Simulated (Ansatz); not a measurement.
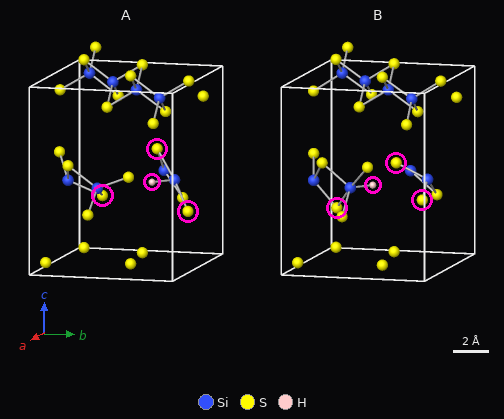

The two relaxed end points of a path for a defect cell of composition Si₈HS₁₆ (cell charge −1) (25 atoms in the cell). A ball-and-stick model of the simulation cell (origin moved), seen slightly off an axis. The atoms that move most are ringed. Bonds to atoms that aren't drawn are left out.

The calculation used DFT PBE, scalar-relativistic, plane waves, PAW in Ansatz.

Settings: plane-wave cutoff 420 eV; k-point mesh 2 × 2 × 2; Gaussian smearing 0.02 eV; 5 movable images; climbing image.

Start:
```
Si S H
1.0
    -6.36941    0.00000    5.59267
     6.36941    0.00000    5.59267
     0.00000   11.08759    0.00000
Si S H
8 16 1
Direct
  0.43471 0.32478 0.00016
  0.87506 0.37450 0.50214
  0.83474 0.92477 0.99962
  0.37512 0.87363 0.49736
  0.11517 0.14137 0.99767
  0.62403 0.12507 0.50000
  0.61750 0.64469 0.00181
  0.12614 0.62300 0.49945
  0.09066 0.40526 0.39808
  0.60936 0.47982 0.86280
  0.59306 0.90921 0.39602
  0.04230 0.93154 0.88785
  0.88041 0.15904 0.07330
  0.40564 0.09030 0.60032
  0.44614 0.52538 0.12398
  0.91137 0.59117 0.60471
  0.83762 0.15919 0.60659
  0.27964 0.14996 0.13704
  0.34163 0.65987 0.60349
  0.82695 0.71774 0.11201
  0.23498 0.31227 0.87552
  0.66024 0.34121 0.39700
  0.60065 0.87937 0.92541
  0.16112 0.83561 0.39173
  0.55167 0.20890 0.00060
```

End:
```
CELL_PARAMETERS angstrom
-6.36941 0.00000 5.59267
6.36941 0.00000 5.59267
0.00000 11.08759 0.00000
ATOMIC_POSITIONS crystal
Si 0.41526 0.32523 0.99962
Si 0.87488 0.37637 0.49736
Si 0.81529 0.92522 0.00016
Si 0.37494 0.87550 0.50214
Si 0.13483 0.10864 0.99767
Si 0.62597 0.12493 0.50000
Si 0.63250 0.60531 0.00181
Si 0.12386 0.62700 0.49945
S 0.08888 0.41439 0.39173
S 0.64935 0.37063 0.92541
S 0.58976 0.90879 0.39700
S 0.01502 0.93773 0.87552
S 0.97036 0.10004 0.13704
S 0.41238 0.09081 0.60659
S 0.42305 0.53226 0.11201
S 0.90837 0.59013 0.60349
S 0.84436 0.15970 0.60032
S 0.36959 0.09096 0.07330
S 0.33863 0.65883 0.60471
S 0.80386 0.72462 0.12398
S 0.20770 0.31846 0.88785
S 0.65694 0.34079 0.39602
S 0.64064 0.77018 0.86280
S 0.15934 0.84474 0.39808
H 0.69833 0.04110 0.00060
```

Predict the minimum-energy path and its barrier.

Answer. The barrier is about 1.55 eV in both directions, with image 3 at the top; the ends have the same energy. The H atom travels furthest, 2.01 Å from end to end, along [1 −1 0], on a straight line. It doesn't move alone: S (1.24 Å), S (1.20 Å), S (1.20 Å), S (1.24 Å) move with it. Breaking: H–Si (1.48 → 3.61 Å). Forming: H–Si (3.61 → 1.48 Å). The band is converged.

Energies of the converged images:

```json
{"image": "0", "path (Å)": "0.00", "E (eV)": "0.000"}
{"image": "1", "path (Å)": "0.81", "E (eV)": "0.089"}
{"image": "2", "path (Å)": "1.62", "E (eV)": "0.574"}
{"image": "3", "path (Å)": "2.43", "E (eV)": "1.555"}
{"image": "4", "path (Å)": "3.24", "E (eV)": "0.574"}
{"image": "5", "path (Å)": "4.06", "E (eV)": "0.089"}
{"image": "6", "path (Å)": "4.87", "E (eV)": "0.000"}
```

The geometry at the top of the path:

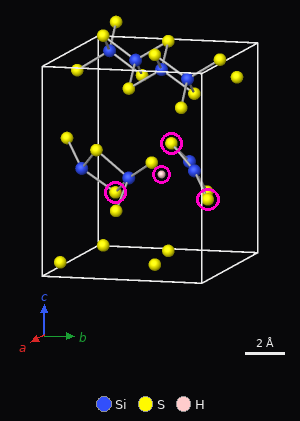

Limits of the set-up: the periodic images lie only 8.5 Å apart, so the values are limited by the cell's size; the cell is charged, on a uniform background, and energies carry no finite-size correction.

Cost: 5.7 min on 4 threads of Intel(R) Xeon(R) Platinum 8488C (Sapphire Rapids) (shared host), peak memory 3.1 GiB.
